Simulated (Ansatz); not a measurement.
# Hafnium, hcp under RPBE: structure, energy and stiffness, part 2 of 2

The plan for hafnium in the hcp structure: relax it, solve it on a dense k-mesh, switch on spin-orbit coupling, then scale the cell to 7 volumes from 88 to 112 % of the relaxed one and try a fit of the equation of state. The k-meshes are 11×11×6 for the relaxation; 18×18×10 for the dense run; 11×11×6 for spin-orbit coupling; 18×18×10 for the volumes. The starting cell is the deposited one, from the Crystallography Open Database.

Ansatz 0.2.0; DFT, RPBE, plane waves (420 eV) with PAW, scalar-relativistic.

### 6 At 92 % of the relaxed volume

Input file input.yaml:

```yaml
crystal:
  lattice:
    - [3.1446273663, 0.0, 0.0]
    - [-1.5723136831, 2.7233271846, 0.0]
    - [0.0, 0.0, 4.9775272178]
  atoms:
    - { symbol: Hf, position: [0.3333333333, 0.6666666667, 0.25] }
    - { symbol: Hf, position: [0.6666666667, 0.3333333333, 0.75] }
hamiltonian:
  xc: rpbe
  pseudopotentials:
    kind: paw
    azcp:
      Hf: "pseudopotentials/Hf.paw.azcp"
basis:
  ecutwfc: 420
  fft_grid_basis: typed
kpoints:
  mp_grid: { grid: [18, 18, 10], shift: [0, 0, 0] }
magnetization:
  spin_polarized: false
scf:
  occupations: { method: fermi_dirac, width: 0.1 }
output:
  stress: true
```

Output (excerpt; [...] marks lines left out):

```text
[...]
Pseudopotentials: kind: paw
Pseudopotential: Hf, paw, valence charge 26, recommended cutoff 420 eV (normal), <dir>
Functional definition: RPBE
[...]
Crystal: 2 atoms, lattice volume = 42.627 Å³
Basis set: ecut = 420 eV, 833 PW (Γ)
Bands: 32, of which v1, the nominal top of the filled ones, is band 26 counted from 1 (25 counted from 0)
Symmetry: 24 space group operations
Space group: P63/mmc (ITA 194), of the structure as read, at distance tolerance 3.5e-5 Å
k-points: 222 of 3240
[...]
SCF iter   1: F=—  HF=-31467.498725 eV  |F-HF|=—  |Δ(HF+E_count)|=         —  Δρ=4.08e-3  dr2=3.35e-3  ethr=1.77e-3  ⟨swp⟩=4.4  Hψ=23418  notcnv=0
[...]
SCF iter   7: F=-31467.500447 eV  HF=-31467.500447 eV  |F-HF|=1.46e-9  |Δ(HF+E_count)|=   7.99e-8  Δρ=5.34e-6  dr2=9.21e-9  ethr=1.20e-10  ⟨swp⟩=4.6  Hψ=26865  notcnv=0
[...]
SCF converged after 7 iterations
Free energy (F): -31467.500447 eV
[...]
E sigma→0 (E₀):  -31467.474112 eV
Entropy (-TS):   -0.052670 eV (-26.335 meV/atom)
Fermi energy:    21.079529 eV
[...]
--- Stress (GPa, compression-positive) ---
        9.582230      -0.000000       0.000000
       -0.000000       9.582230       0.000000
        0.000000       0.000000       9.925736
  P = ⅓ Tr σ = 9.6967 GPa (96.967 kbar)
```

Wall time 22 s (1 thread of an x86-64 CPU, shared host); peak memory 0.69 GiB.

### 7 At 96 % of the relaxed volume

Edit input.yaml of step 6 so:

```diff
@@ -2,5 +2,5 @@
   lattice:
-    - [3.1446273663, 0.0, 0.0]
-    - [-1.5723136831, 2.7233271846, 0.0]
-    - [0.0, 0.0, 4.9775272178]
+    - [3.1895566845, 0.0, 0.0]
+    - [-1.5947783423, 2.7622371156, 0.0]
+    - [0.0, 0.0, 5.0486443578]
   atoms:
```

Output (excerpt; [...] marks lines left out):

```text
[...]
[... 3 set-up lines as earlier in the session ...]
[...]
Crystal: 2 atoms, lattice volume = 44.480 Å³
Basis set: ecut = 420 eV, 881 PW (Γ)
Bands: 32, of which v1, the nominal top of the filled ones, is band 26 counted from 1 (25 counted from 0)
[... 2 set-up lines as earlier in the session ...]
k-points: 222 of 3240
[...]
SCF iter   1: F=—  HF=-31467.579306 eV  |F-HF|=—  |Δ(HF+E_count)|=         —  Δρ=3.93e-3  dr2=3.33e-3  ethr=1.77e-3  ⟨swp⟩=4.4  Hψ=23351  notcnv=0
[...]
SCF iter   7: F=-31467.581039 eV  HF=-31467.581039 eV  |F-HF|=9.67e-9  |Δ(HF+E_count)|=   1.32e-7  Δρ=5.86e-6  dr2=1.30e-8  ethr=1.24e-10  ⟨swp⟩=4.9  Hψ=28181  notcnv=0
[...]
SCF converged after 7 iterations
Free energy (F): -31467.581039 eV
[...]
E sigma→0 (E₀):  -31467.553808 eV
Entropy (-TS):   -0.054462 eV (-27.231 meV/atom)
Fermi energy:    20.126975 eV
[...]
--- Stress (GPa, compression-positive) ---
        4.356761       0.000000       0.000000
        0.000000       4.356761       0.000000
        0.000000       0.000000       4.473596
  P = ⅓ Tr σ = 4.3957 GPa (43.957 kbar)
```

Run time: 19 s. Hardware: 1 thread of an x86-64 CPU, shared host; peak memory 0.7 GiB.

### 8 At 100 % of the relaxed volume

Edit input.yaml of step 7 so:

```diff
@@ -2,5 +2,5 @@
   lattice:
-    - [3.1895566845, 0.0, 0.0]
-    - [-1.5947783423, 2.7622371156, 0.0]
-    - [0.0, 0.0, 5.0486443578]
+    - [3.2332546719, 0.0, 0.0]
+    - [-1.616627336, 2.8000806828, 0.0]
+    - [0.0, 0.0, 5.1178124647]
   atoms:
```

Output (excerpt; [...] marks lines left out):

```text
[...]
[... 3 set-up lines as earlier in the session ...]
[...]
Crystal: 2 atoms, lattice volume = 46.333 Å³
Basis set: ecut = 420 eV, 929 PW (Γ)
Bands: 32, of which v1, the nominal top of the filled ones, is band 26 counted from 1 (25 counted from 0)
[... 2 set-up lines as earlier in the session ...]
k-points: 222 of 3240
[...]
SCF iter   1: F=—  HF=-31467.603910 eV  |F-HF|=—  |Δ(HF+E_count)|=         —  Δρ=3.96e-3  dr2=3.87e-3  ethr=1.77e-3  ⟨swp⟩=4.2  Hψ=23218  notcnv=0
[...]
SCF iter   7: F=-31467.605484 eV  HF=-31467.605484 eV  |F-HF|=1.53e-8  |Δ(HF+E_count)|=   1.81e-7  Δρ=7.33e-6  dr2=2.43e-8  ethr=1.60e-10  ⟨swp⟩=5.1  Hψ=29305  notcnv=0
[...]
SCF converged after 7 iterations
Free energy (F): -31467.605484 eV
[...]
E sigma→0 (E₀):  -31467.577262 eV
Entropy (-TS):   -0.056444 eV (-28.222 meV/atom)
Fermi energy:    19.247809 eV
[...]
--- Stress (GPa, compression-positive) ---
       -0.030040       0.000000       0.000000
        0.000000      -0.030040       0.000000
        0.000000       0.000000      -0.058326
  P = ⅓ Tr σ = -0.0395 GPa (-0.395 kbar)
```

Run time: 19 s. Hardware: 1 thread of an x86-64 CPU, shared host; peak memory 0.7 GiB.

### 9 At 104 % of the relaxed volume

Edit input.yaml of step 8 so:

```diff
@@ -2,5 +2,5 @@
   lattice:
-    - [3.2332546719, 0.0, 0.0]
-    - [-1.616627336, 2.8000806828, 0.0]
-    - [0.0, 0.0, 5.1178124647]
+    - [3.2758023758, 0.0, 0.0]
+    - [-1.6379011879, 2.8369280752, 0.0]
+    - [0.0, 0.0, 5.1851598256]
   atoms:
```

Output (excerpt; [...] marks lines left out):

```text
[...]
[... 3 set-up lines as earlier in the session ...]
[...]
Crystal: 2 atoms, lattice volume = 48.187 Å³
Basis set: ecut = 420 eV, 965 PW (Γ)
Bands: 32, of which v1, the nominal top of the filled ones, is band 26 counted from 1 (25 counted from 0)
[... 2 set-up lines as earlier in the session ...]
k-points: 222 of 3240
[...]
SCF iter   1: F=—  HF=-31467.581728 eV  |F-HF|=—  |Δ(HF+E_count)|=         —  Δρ=4.12e-3  dr2=5.08e-3  ethr=1.77e-3  ⟨swp⟩=4.1  Hψ=23193  notcnv=0
[...]
SCF iter   7: F=-31467.582902 eV  HF=-31467.582902 eV  |F-HF|=2.58e-8  |Δ(HF+E_count)|=   1.73e-7  Δρ=8.03e-6  dr2=3.97e-8  ethr=1.92e-10  ⟨swp⟩=5.8  Hψ=31593  notcnv=0
[...]
SCF converged after 7 iterations
Free energy (F): -31467.582902 eV
[...]
E sigma→0 (E₀):  -31467.553622 eV
Entropy (-TS):   -0.058561 eV (-29.280 meV/atom)
Fermi energy:    18.434027 eV
[...]
--- Stress (GPa, compression-positive) ---
       -3.715313       0.000000       0.000000
        0.000000      -3.715313       0.000000
        0.000000       0.000000      -3.840085
  P = ⅓ Tr σ = -3.7569 GPa (-37.569 kbar)
```

It took 20 s on 1 thread of an x86-64 CPU, shared host; peak memory 0.72 GiB.

### 10 At 108 % of the relaxed volume

Edit input.yaml of step 9 so:

```diff
@@ -2,5 +2,5 @@
   lattice:
-    - [3.2758023758, 0.0, 0.0]
-    - [-1.6379011879, 2.8369280752, 0.0]
-    - [0.0, 0.0, 5.1851598256]
+    - [3.3172726311, 0.0, 0.0]
+    - [-1.6586363156, 2.8728423698, 0.0]
+    - [0.0, 0.0, 5.2508017285]
   atoms:
```

Output (excerpt; [...] marks lines left out):

```text
[...]
[... 3 set-up lines as earlier in the session ...]
[...]
Crystal: 2 atoms, lattice volume = 50.040 Å³
Basis set: ecut = 420 eV, 977 PW (Γ)
Bands: 32, of which v1, the nominal top of the filled ones, is band 26 counted from 1 (25 counted from 0)
[... 1 set-up line as earlier in the session ...]
Space group: P63/mmc (ITA 194), of the structure as read, at distance tolerance 3.7e-5 Å
k-points: 222 of 3240
[...]
SCF iter   1: F=—  HF=-31467.520227 eV  |F-HF|=—  |Δ(HF+E_count)|=         —  Δρ=4.31e-3  dr2=6.66e-3  ethr=1.77e-3  ⟨swp⟩=3.9  Hψ=23060  notcnv=0
[...]
SCF iter   7: F=-31467.520890 eV  HF=-31467.520890 eV  |F-HF|=4.25e-8  |Δ(HF+E_count)|=   1.37e-7  Δρ=9.26e-6  dr2=5.99e-8  ethr=1.00e-12  ⟨swp⟩=6.2  Hψ=52130  notcnv=1
[...]
SCF converged after 7 iterations
Free energy (F): -31467.520890 eV
[...]
E sigma→0 (E₀):  -31467.490487 eV
Entropy (-TS):   -0.060806 eV (-30.403 meV/atom)
Fermi energy:    17.678551 eV
[...]
--- Stress (GPa, compression-positive) ---
       -6.808457      -0.000000       0.000000
       -0.000000      -6.808457       0.000000
        0.000000       0.000000      -7.005323
  P = ⅓ Tr σ = -6.8741 GPa (-68.741 kbar)
--- Band table (eV; the first three rows and the last of 222) ---
[...]
```

Wall time 25 s (1 thread of an x86-64 CPU, shared host); peak memory 0.73 GiB.

### 11 At 112 % of the relaxed volume

Edit input.yaml of step 10 so:

```diff
@@ -2,5 +2,5 @@
   lattice:
-    - [3.3172726311, 0.0, 0.0]
-    - [-1.6586363156, 2.8728423698, 0.0]
-    - [0.0, 0.0, 5.2508017285]
+    - [3.3577311628, 0.0, 0.0]
+    - [-1.6788655814, 2.907880486, 0.0]
+    - [0.0, 0.0, 5.3148422074]
   atoms:
```

Output (excerpt; [...] marks lines left out):

```text
[...]
[... 3 set-up lines as earlier in the session ...]
[...]
Crystal: 2 atoms, lattice volume = 51.893 Å³
Basis set: ecut = 420 eV, 1001 PW (Γ)
Bands: 32, of which v1, the nominal top of the filled ones, is band 26 counted from 1 (25 counted from 0)
[... 2 set-up lines as earlier in the session ...]
k-points: 222 of 3240
[...]
SCF iter   1: F=—  HF=-31467.425705 eV  |F-HF|=—  |Δ(HF+E_count)|=         —  Δρ=4.41e-3  dr2=8.05e-3  ethr=1.77e-3  ⟨swp⟩=3.6  Hψ=22831  notcnv=0
[...]
SCF iter   7: F=-31467.425828 eV  HF=-31467.425828 eV  |F-HF|=5.31e-8  |Δ(HF+E_count)|=   9.80e-8  Δρ=9.51e-6  dr2=7.06e-8  ethr=1.92e-10  ⟨swp⟩=3.5  Hψ=32204  notcnv=0
[...]
SCF converged after 7 iterations
Free energy (F): -31467.425828 eV
[...]
E sigma→0 (E₀):  -31467.394239 eV
Entropy (-TS):   -0.063178 eV (-31.589 meV/atom)
Fermi energy:    16.975177 eV
[...]
--- Stress (GPa, compression-positive) ---
       -9.399343      -0.000000       0.000000
       -0.000000      -9.399343       0.000000
        0.000000       0.000000      -9.659175
  P = ⅓ Tr σ = -9.4860 GPa (-94.860 kbar)
```

It took 21 s on 1 thread of an x86-64 CPU, shared host; peak memory 0.72 GiB.

### 12 Fitting the volumes

All volumes keep the relaxed shape and fractional coordinates.

| V (Å³/atom) | E − E₀ (meV/atom) | P from the stress (GPa) | P from the fit (GPa) |
| --- | --- | --- | --- |
| 20.387 | 125.1 | 16.05 | 15.99 |
| 21.313 | 51.6 | 9.70 | 9.63 |
| 22.240 | 11.7 | 4.40 | 4.31 |
| 23.167 | 0.0 | -0.04 | -0.13 |
| 24.093 | 11.8 | -3.76 | -3.85 |
| 25.020 | 43.4 | -6.87 | -6.97 |
| 25.947 | 91.5 | -9.49 | -9.59 |

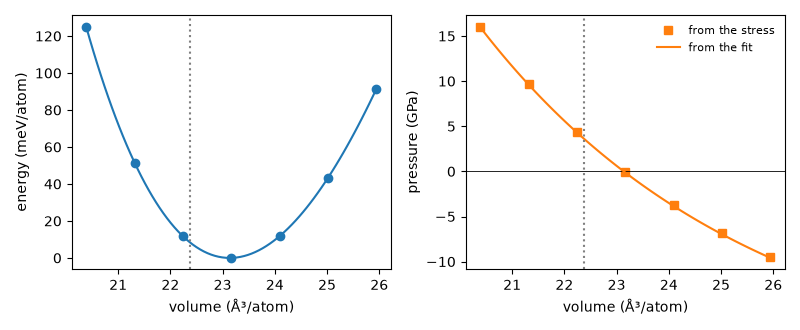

Energy and pressure against volume; the lines are the Birch-Murnaghan fit; the dotted line marks the deposited volume.

A third-order Birch-Murnaghan fit gives V₀ = 23.137 Å³/atom, B₀ = 102 GPa and B₀′ = 3.4; it misses no point by more than 0.01 meV/atom.

Fit and stress differ a little: one follows E(σ → 0), the other the smeared free energy.

### 13 Summary of results

This closing draws on all 2 parts.

```
                      quantity                                   value
space group (spins left aside)                      P6_3/mmc (No. 194)
             conventional cell  a = 3.233 Å, c = 5.118 Å (c/a = 1.583)
                        volume                          23.167 Å³/atom
             shortest distance                                 3.167 Å
   against the measured volume                 +3.5 % (22.380 Å³/atom)
               gap on the mesh            none (levels filled in part)
                   V₀, B₀, B₀′            23.137 Å³/atom, 102 GPa, 3.4
```

What this shows: RPBE puts the volume 3.5 % above the deposited one. This functional tends to bind solids too weakly. The deposited cell holds zero-point motion and, unless taken cold, thermal expansion, so the miss against a static lattice is larger still. No gap shows: it is a metal or semimetal at this level. The total energy of the spin-orbit run lies -18.6 eV/atom from the scalar one, but the two kinds of run don't share a zero of energy: only differences within one kind count. The fitted modulus is 102 GPa; letting shape and positions relax at each volume could only lower it.
